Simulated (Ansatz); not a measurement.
Geometry relaxation of Ge₅H₃ (part 1 of 3)

System: Ge₅H₃ (slab, 8 atoms in the cell).
Method: DFT PBE+D3(BJ), scalar-relativistic, plane waves, PAW, no spin polarisation (Ansatz 0.2.0).

The structure derives from an entry of the Crystallography Open Database. The input holds or restrains some coordinates. Forces given for the steps count only the free coordinates.

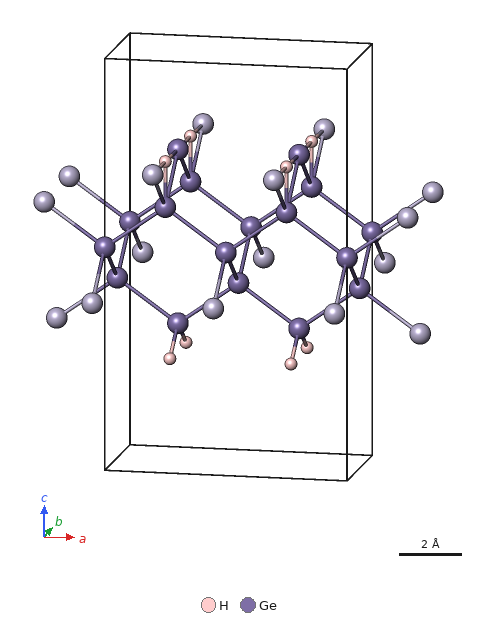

Fig. 1: The starting structure (ball-and-stick view of the 2 × 1 repeat of the cell, with the vacuum cut short, seen slightly off an axis; neighbours outside the cell are drawn fainter). An atom can appear more than once, as a periodic image.

## Input file
```yaml
crystal:
  lattice:
    - [4.0300782715, 0.0, 0.0]
    - [0.0, 4.0300782715, 0.0]
    - [0.0, 0.0, 25.6116833489]
  atoms:
    - { symbol: H, position: [0.5, 0.8201104081, 0.3318797865] }
    - { symbol: H, position: [0.5, 0.1798895919, 0.3318797865] }
    - { symbol: Ge, position: [0.5, 0.5, 0.3674999364] }
    - { symbol: Ge, position: [0.0, 0.5, 0.4231326653] }
    - { symbol: Ge, position: [0.0, 0.0, 0.4794226653] }
    - { symbol: Ge, position: [0.5, 0.0, 0.534973502] }
    - { symbol: Ge, position: [0.5, 0.5, 0.5934804206] }
    - { symbol: H, position: [0.5, 0.0, 0.5942613142] }
basis:
  ecutwfc: 420
kpoints:
  mp_grid: { grid: [7, 7, 1] }
hamiltonian:
  xc: pbe
  dispersion: d3bj
scf:
  occupations: { method: gaussian, width: 0.1 }
output:
  forces: true
  eigenvalues: true
  write_density: true
  write_potential: true
  elf: true
  volumetric_format: npy
relax:
  adjacent_minimum: "off"
  f_tol: 0.03
  max_steps: 70
  constraints: [{ sites: [0, 1, 2, 3] }]
efield:
  axis: 3
  dipole_correction: true
```

Run as:
```bash
ansatz run input.yaml --threads 1 --pin off --max-ram 2560MiB --backend cpu --events-out ev --progress --plain --runs-dir out
```

## What the program printed
```
Engine: ansatz 0.2.0, x86_64-unknown-linux-gnu
Pseudopotentials: kind: paw
Pseudopotential: H, paw, valence charge 1, recommended cutoff 420 eV (normal), H.paw.azcp
Pseudopotential: Ge, paw, valence charge 14, recommended cutoff 420 eV (normal), Ge.paw.azcp
Functional definition: PBE
  parameter kappa = 0.804
  parameter beta = 0.06672455060314922
  exchange = pbe_x(kappa = kappa, mu = beta*pi^2/3)
  correlation = pbe_c(beta = beta)
Crystal: 8 atoms, lattice volume = 415.973 Å³
Basis set: ecut = 420 eV, 8133 PW (Γ), exchange–correlation on 54×54×360 points (8 copies of the dense FFT grid, shifted against one another)
Bands: 45, of which v1, the nominal top of the filled ones, is band 37 counted from 1 (36 counted from 0)
Symmetry: 4 space group operations
Space group: Pmm2 (ITA 25), of the structure as read, at distance tolerance 7.5e-5 Å
k-points: 16 of 49
Non-local potential: H, projectors of the file, l = 0: 2, l = 1: 1
Non-local potential: Ge, projectors of the file, l = 0: 2, l = 1: 2, l = 2: 3, l = 3: 1
PAW form: soft (Blöchl's): semilocal exchange-correlation on the pseudo side does not see the compensation charge
PAW one-centre angular grid: H, 110 points (default); XC on 64 Gauss nodes
PAW one-centre angular grid: Ge, 590 points (default); XC on 64 Gauss nodes
Initial density: superposition of atomic densities (neutral atoms: chi_scale 0, normalization atom), corrected by the library's trained network
Initial wavefunctions: pseudopotential atomic-orbital guess
Functional: x = pbe(κ = 0.804, μ = 0.2195149727645171), c = pbe(β = 0.06672455060314922)
SCF iter   1: F=—  HF=-21520.347779 eV  |F-HF|=—  |Δ(HF+E_count)|=         —  Δρ=2.03e-3  dr2=8.97e-2  ethr=1.77e-3  p=-0.065 e·Å  D=-2.82e-2 V/Å  ΔV_dip=0.72 eV  dr2_dipole=1.28e-2  V_vac-E_F(+/−)=4.84/4.12 eV  ⟨swp⟩=7.3  Hψ=2931  notcnv=0
efield: sawtooth ramp at fractional position 0.9131 (placed from the atoms, in the widest stretch of the axis that holds none; the zero of the levels goes with the place), width 0.1000; the density the first Hamiltonian is built on has a dipole p = -0.065 e·Å; the dipole correction subtracts the counter field D = -2.82e-2 V/Å, which shifts the + side's vacuum level by +0.72 eV against the − side's; the planar-averaged density in the ramp window peaks in size at 9.6e-6 e/Å³
preconditioner: auto → LDOS  [insulator: Δε(μ)=0.257 eV  Ē_g=21.763 eV  σ=0.100 eV  W_gap=0.71  n_scr=60 (ndim 8)  ℏωp=15.6 eV  f_vac=0.640  D(μ)=1.21/eV (n_scr^D=4)  ε∞_Penn≈1.5  β→1.0]
SCF iter   2: F=—  HF=-21520.352143 eV  |F-HF|=—  |Δ(HF+E_count)|=   4.36e-3  Δρ=1.73e-3  dr2=8.35e-2  ethr=1.23e-4  p=-0.067 e·Å  D=-2.89e-2 V/Å  ΔV_dip=0.74 eV  dr2_dipole=1.45e-2  V_vac-E_F(+/−)=4.97/4.22 eV  ⟨swp⟩=3.1  Hψ=1511  notcnv=0  defer=42
SCF iter   3: F=—  HF=-21520.339009 eV  |F-HF|=—  |Δ(HF+E_count)|=   1.31e-2  Δρ=2.95e-4  dr2=1.59e-3  ethr=1.14e-4  p=-0.077 e·Å  D=-3.35e-2 V/Å  ΔV_dip=0.86 eV  dr2_dipole=2.81e-4  V_vac-E_F(+/−)=4.96/4.11 eV  ⟨swp⟩=2.1  Hψ=894  notcnv=0  defer=42
SCF iter   4: F=—  HF=-21520.339095 eV  |F-HF|=—  |Δ(HF+E_count)|=   8.63e-5  Δρ=1.38e-4  dr2=2.52e-4  ethr=2.17e-6  p=-0.076 e·Å  D=-3.32e-2 V/Å  ΔV_dip=0.85 eV  dr2_dipole=5.55e-8  V_vac-E_F(+/−)=4.98/4.13 eV  ⟨swp⟩=2.0  Hψ=1314  notcnv=0  defer=40
SCF iter   5: F=—  HF=-21520.339032 eV  |F-HF|=—  |Δ(HF+E_count)|=   6.31e-5  Δρ=4.52e-5  dr2=2.84e-5  ethr=3.46e-7  p=-0.078 e·Å  D=-3.38e-2 V/Å  ΔV_dip=0.87 eV  dr2_dipole=5.84e-6  V_vac-E_F(+/−)=4.98/4.11 eV  ⟨swp⟩=2.0  Hψ=1264  notcnv=0  defer=40
SCF iter   6: F=-21520.339034 eV  HF=-21520.339039 eV  |F-HF|=4.84e-6  |Δ(HF+E_count)|=   6.81e-6  Δρ=2.42e-5  dr2=8.54e-6  ethr=3.08e-8  p=-0.077 e·Å  D=-3.35e-2 V/Å  ΔV_dip=0.86 eV  dr2_dipole=2.22e-8  V_vac-E_F(+/−)=4.98/4.12 eV  ⟨swp⟩=18.8  Hψ=7004  notcnv=0
SCF 1 converged in 6 iterations: F = -21520.339034 eV  dr2 = 8.54e-6
  greatest PAW one-centre occupation: 0.998 electrons in one spin orbital (limit 2), on the Ge atom at site 6 (counted from 0), in its partial waves of l = 2
relax step   1: F+E_penalty+E_count = -21520.33903390 eV  Δ(F+E_penalty+E_count) = +0.000e0 eV  max|allowed force component| = 2.938e0 eV/Å  Δτ_max = 0.0000 Å  (6 SCF iters, dr2 threshold 2.25e-5 eV, accepted)
Initial density: handed on by an earlier stage of this run
Initial wavefunctions: those handed on with the density
iter 1 solved again at ethr=7.36e-5 eV; its pass at ethr=3.10e-3 eV (dr2=5.37e-2 eV) is discarded
SCF iter   1: F=—  HF=-21520.584026 eV  |F-HF|=—  |Δ(HF+E_count)|=         —  Δρ=3.25e-3  dr2=5.44e-2  ethr=7.36e-5  p=-0.077 e·Å  D=-3.35e-2 V/Å  ΔV_dip=0.86 eV  dr2_dipole=6.65e-3  V_vac-E_F(+/−)=4.86/4.00 eV  ⟨swp⟩=1.3  Hψ=2486  notcnv=0  defer=25
efield: sawtooth ramp at fractional position 0.9131 (handed on by an earlier solve), width 0.1000; the density the first Hamiltonian is built on has a dipole p = -0.077 e·Å; the dipole correction subtracts the counter field D = -3.35e-2 V/Å, which shifts the + side's vacuum level by +0.86 eV against the − side's; the planar-averaged density in the ramp window peaks in size at 1.1e-5 e/Å³
preconditioner: auto → LDOS  [insulator: Δε(μ)=0.142 eV  Ē_g=21.667 eV  σ=0.100 eV  W_gap=0.64  n_scr=60 (ndim 8)  ℏωp=15.6 eV  f_vac=0.633  D(μ)=1.57/eV (n_scr^D=6)  ε∞_Penn≈1.5  β→1.0]
SCF iter   2: F=—  HF=-21520.578652 eV  |F-HF|=—  |Δ(HF+E_count)|=   5.37e-3  Δρ=1.41e-3  dr2=1.76e-2  ethr=7.36e-5  p=-0.055 e·Å  D=-2.41e-2 V/Å  ΔV_dip=0.62 eV  dr2_dipole=2.78e-3  V_vac-E_F(+/−)=4.71/4.09 eV  ⟨swp⟩=2.1  Hψ=1115  notcnv=0  defer=25
SCF iter   3: F=—  HF=-21520.575212 eV  |F-HF|=—  |Δ(HF+E_count)|=   3.44e-3  Δρ=3.25e-4  dr2=1.08e-3  ethr=2.41e-5  p=-0.064 e·Å  D=-2.78e-2 V/Å  ΔV_dip=0.71 eV  dr2_dipole=1.02e-4  V_vac-E_F(+/−)=4.76/4.05 eV  ⟨swp⟩=2.0  Hψ=1042  notcnv=0  defer=33
SCF iter   4: F=—  HF=-21520.575139 eV  |F-HF|=—  |Δ(HF+E_count)|=   7.28e-5  Δρ=1.46e-4  dr2=1.46e-4  ethr=1.48e-6  p=-0.064 e·Å  D=-2.76e-2 V/Å  ΔV_dip=0.71 eV  dr2_dipole=2.65e-5  V_vac-E_F(+/−)=4.75/4.04 eV  ⟨swp⟩=2.0  Hψ=1327  notcnv=0  defer=38
SCF iter   5: F=-21520.575102 eV  HF=-21520.575117 eV  |F-HF|=1.49e-5  |Δ(HF+E_count)|=   2.17e-5  Δρ=5.72e-5  dr2=3.31e-5  ethr=1.37e-7  p=-0.062 e·Å  D=-2.71e-2 V/Å  ΔV_dip=0.69 eV  dr2_dipole=2.96e-7  V_vac-E_F(+/−)=4.75/4.05 eV  ⟨swp⟩=16.7  Hψ=6476  notcnv=0
SCF 2 converged in 5 iterations: F = -21520.575102 eV  dr2 = 3.31e-5
relax step   2: F+E_penalty+E_count = -21520.57510214 eV  Δ(F+E_penalty+E_count) = -2.361e-1 eV  max|allowed force component| = 7.059e-1 eV/Å  Δτ_max = 0.1919 Å  (5 SCF iters, dr2 threshold 1.00e-4 eV, accepted)
SCF iter   1: F=—  HF=-21520.601590 eV  |F-HF|=—  |Δ(HF+E_count)|=         —  Δρ=1.14e-3  dr2=5.09e-3  ethr=4.55e-5  p=-0.062 e·Å  D=-2.71e-2 V/Å  ΔV_dip=0.69 eV  dr2_dipole=1.55e-4  V_vac-E_F(+/−)=4.76/4.07 eV  ⟨swp⟩=2.8  Hψ=1584  notcnv=0  defer=45
efield: sawtooth ramp at fractional position 0.9131 (handed on by an earlier solve), width 0.1000; the density the first Hamiltonian is built on has a dipole p = -0.062 e·Å; the dipole correction subtracts the counter field D = -2.71e-2 V/Å, which shifts the + side's vacuum level by +0.69 eV against the − side's; the planar-averaged density in the ramp window peaks in size at 1.2e-5 e/Å³
preconditioner: auto → LDOS  [insulator: Δε(μ)=0.197 eV  Ē_g=21.682 eV  σ=0.100 eV  W_gap=0.73  n_scr=60 (ndim 8)  ℏωp=15.6 eV  f_vac=0.633  D(μ)=1.32/eV (n_scr^D=6)  ε∞_Penn≈1.5  β→1.0]
SCF iter   2: F=—  HF=-21520.601372 eV  |F-HF|=—  |Δ(HF+E_count)|=   2.19e-4  Δρ=4.73e-4  dr2=3.16e-3  ethr=6.97e-6  p=-0.068 e·Å  D=-2.94e-2 V/Å  ΔV_dip=0.75 eV  dr2_dipole=5.33e-5  V_vac-E_F(+/−)=4.81/4.05 eV  ⟨swp⟩=2.1  Hψ=1326  notcnv=0  defer=45
SCF iter   3: F=—  HF=-21520.600691 eV  |F-HF|=—  |Δ(HF+E_count)|=   6.81e-4  Δρ=1.61e-4  dr2=4.42e-4  ethr=4.33e-6  p=-0.065 e·Å  D=-2.83e-2 V/Å  ΔV_dip=0.73 eV  dr2_dipole=6.35e-6  V_vac-E_F(+/−)=4.77/4.05 eV  ⟨swp⟩=2.0  Hψ=1173  notcnv=0  defer=45
SCF iter   4: F=-21520.600585 eV  HF=-21520.600593 eV  |F-HF|=7.53e-6  |Δ(HF+E_count)|=   9.79e-5  Δρ=4.05e-5  dr2=1.56e-5  ethr=4.27e-8  p=-0.065 e·Å  D=-2.81e-2 V/Å  ΔV_dip=0.72 eV  dr2_dipole=2.84e-7  V_vac-E_F(+/−)=4.78/4.06 eV  ⟨swp⟩=16.8  Hψ=7104  notcnv=0
SCF 3 converged in 4 iterations: F = -21520.600585 eV  dr2 = 1.56e-5
relax step   3: F+E_penalty+E_count = -21520.60058511 eV  Δ(F+E_penalty+E_count) = -2.548e-2 eV  max|allowed force component| = 2.088e-1 eV/Å  Δτ_max = 0.0461 Å  (4 SCF iters, dr2 threshold 3.11e-5 eV, accepted)
SCF iter   1: F=—  HF=-21520.604902 eV  |F-HF|=—  |Δ(HF+E_count)|=         —  Δρ=8.22e-4  dr2=2.97e-3  ethr=4.75e-5  p=-0.065 e·Å  D=-2.81e-2 V/Å  ΔV_dip=0.72 eV  dr2_dipole=1.79e-4  V_vac-E_F(+/−)=4.79/4.07 eV  ⟨swp⟩=2.1  Hψ=1250  notcnv=0  defer=46
efield: sawtooth ramp at fractional position 0.9131 (handed on by an earlier solve), width 0.1000; the density the first Hamiltonian is built on has a dipole p = -0.065 e·Å; the dipole correction subtracts the counter field D = -2.81e-2 V/Å, which shifts the + side's vacuum level by +0.72 eV against the − side's; the planar-averaged density in the ramp window peaks in size at 1.2e-5 e/Å³
preconditioner: auto → LDOS  [insulator: Δε(μ)=0.218 eV  Ē_g=21.680 eV  σ=0.100 eV  W_gap=0.75  n_scr=60 (ndim 8)  ℏωp=15.6 eV  f_vac=0.633  D(μ)=1.26/eV (n_scr^D=6)  ε∞_Penn≈1.5  β→1.0]
SCF iter   2: F=—  HF=-21520.604717 eV  |F-HF|=—  |Δ(HF+E_count)|=   1.84e-4  Δρ=3.43e-4  dr2=1.80e-3  ethr=4.07e-6  p=-0.069 e·Å  D=-3.01e-2 V/Å  ΔV_dip=0.77 eV  dr2_dipole=6.84e-5  V_vac-E_F(+/−)=4.82/4.05 eV  ⟨swp⟩=2.1  Hψ=1036  notcnv=0  defer=47
SCF iter   3: F=—  HF=-21520.604450 eV  |F-HF|=—  |Δ(HF+E_count)|=   2.67e-4  Δρ=1.14e-4  dr2=2.64e-4  ethr=2.47e-6  p=-0.067 e·Å  D=-2.91e-2 V/Å  ΔV_dip=0.74 eV  dr2_dipole=2.02e-7  V_vac-E_F(+/−)=4.80/4.05 eV  ⟨swp⟩=2.0  Hψ=851  notcnv=0  defer=47
SCF iter   4: F=—  HF=-21520.604398 eV  |F-HF|=—  |Δ(HF+E_count)|=   5.25e-5  Δρ=2.66e-5  dr2=8.23e-6  ethr=3.61e-7  p=-0.066 e·Å  D=-2.89e-2 V/Å  ΔV_dip=0.74 eV  dr2_dipole=1.78e-6  V_vac-E_F(+/−)=4.80/4.06 eV  ⟨swp⟩=2.1  Hψ=944  notcnv=0  defer=47
SCF iter   5: F=-21520.604397 eV  HF=-21520.604397 eV  |F-HF|=5.52e-8  |Δ(HF+E_count)|=   7.74e-7  Δρ=8.83e-6  dr2=6.44e-7  ethr=3.73e-9  p=-0.067 e·Å  D=-2.91e-2 V/Å  ΔV_dip=0.74 eV  dr2_dipole=1.20e-8  V_vac-E_F(+/−)=4.80/4.06 eV  ⟨swp⟩=16.9  Hψ=6059  notcnv=0
SCF 4 converged in 5 iterations: F = -21520.604397 eV  dr2 = 6.44e-7
  Residual-converged pass: ⟨swp⟩=1.1  Hψ=785  notcnv=0  max |occ|·‖R‖ = 7.0e-9 eV (tolerance 1.0e-8 eV)  dr2=6.44e-7  dr2_onsite=3.95e-8  max |Δocc| = 4.4e-12
relax step   4: F+E_penalty+E_count = -21520.60439683 eV  Δ(F+E_penalty+E_count) = -3.812e-3 eV  max|allowed force component| = 3.242e-2 eV/Å  Δτ_max = 0.0402 Å  (5 SCF iters, dr2 threshold 2.72e-6 eV, accepted)
SCF iter   1: F=—  HF=-21520.604391 eV  |F-HF|=—  |Δ(HF+E_count)|=         —  Δρ=4.72e-4  dr2=6.57e-4  ethr=1.68e-5  p=-0.067 e·Å  D=-2.91e-2 V/Å  ΔV_dip=0.74 eV  dr2_dipole=3.94e-6  V_vac-E_F(+/−)=4.80/4.06 eV  ⟨swp⟩=2.0  Hψ=1251  notcnv=0  defer=45
efield: sawtooth ramp at fractional position 0.9131 (handed on by an earlier solve), width 0.1000; the density the first Hamiltonian is built on has a dipole p = -0.067 e·Å; the dipole correction subtracts the counter field D = -2.91e-2 V/Å, which shifts the + side's vacuum level by +0.74 eV against the − side's; the planar-averaged density in the ramp window peaks in size at 1.1e-5 e/Å³
preconditioner: auto → LDOS  [insulator: Δε(μ)=0.213 eV  Ē_g=21.671 eV  σ=0.100 eV  W_gap=0.74  n_scr=60 (ndim 8)  ℏωp=15.6 eV  f_vac=0.633  D(μ)=1.25/eV (n_scr^D=6)  ε∞_Penn≈1.5  β→1.0]
SCF iter   2: F=—  HF=-21520.604300 eV  |F-HF|=—  |Δ(HF+E_count)|=   9.11e-5  Δρ=1.43e-4  dr2=1.64e-4  ethr=9.00e-7  p=-0.066 e·Å  D=-2.89e-2 V/Å  ΔV_dip=0.74 eV  dr2_dipole=2.69e-6  V_vac-E_F(+/−)=4.80/4.06 eV  ⟨swp⟩=2.0  Hψ=1113  notcnv=0  defer=45
SCF iter   3: F=—  HF=-21520.604277 eV  |F-HF|=—  |Δ(HF+E_count)|=   2.33e-5  Δρ=5.15e-5  dr2=5.86e-5  ethr=2.24e-7  p=-0.067 e·Å  D=-2.89e-2 V/Å  ΔV_dip=0.74 eV  dr2_dipole=1.00e-6  V_vac-E_F(+/−)=4.79/4.05 eV  ⟨swp⟩=2.9  Hψ=1300  notcnv=0  defer=45
SCF iter   4: F=—  HF=-21520.604347 eV  |F-HF|=—  |Δ(HF+E_count)|=   7.04e-5  Δρ=1.23e-5  dr2=1.17e-6  ethr=8.03e-8  p=-0.066 e·Å  D=-2.88e-2 V/Å  ΔV_dip=0.74 eV  dr2_dipole=9.80e-8  V_vac-E_F(+/−)=4.79/4.06 eV  ⟨swp⟩=2.0  Hψ=780  notcnv=0  defer=45
SCF iter   5: F=—  HF=-21520.604347 eV  |F-HF|=—  |Δ(HF+E_count)|=   1.16e-7  Δρ=4.76e-6  dr2=1.90e-7  ethr=1.61e-9  p=-0.066 e·Å  D=-2.88e-2 V/Å  ΔV_dip=0.74 eV  dr2_dipole=3.27e-8  V_vac-E_F(+/−)=4.79/4.06 eV  ⟨swp⟩=2.0  Hψ=942  notcnv=0  defer=45
SCF iter   6: F=-21520.604347 eV  HF=-21520.604347 eV  |F-HF|=2.97e-8  |Δ(HF+E_count)|=   9.05e-8  Δρ=2.15e-6  dr2=4.18e-8  ethr=1.37e-10  p=-0.066 e·Å  D=-2.88e-2 V/Å  ΔV_dip=0.74 eV  dr2_dipole=3.86e-10  V_vac-E_F(+/−)=4.79/4.06 eV  ⟨swp⟩=15.1  Hψ=5275  notcnv=0
SCF 5 converged in 6 iterations: F = -21520.604347 eV  dr2 = 4.18e-8
```
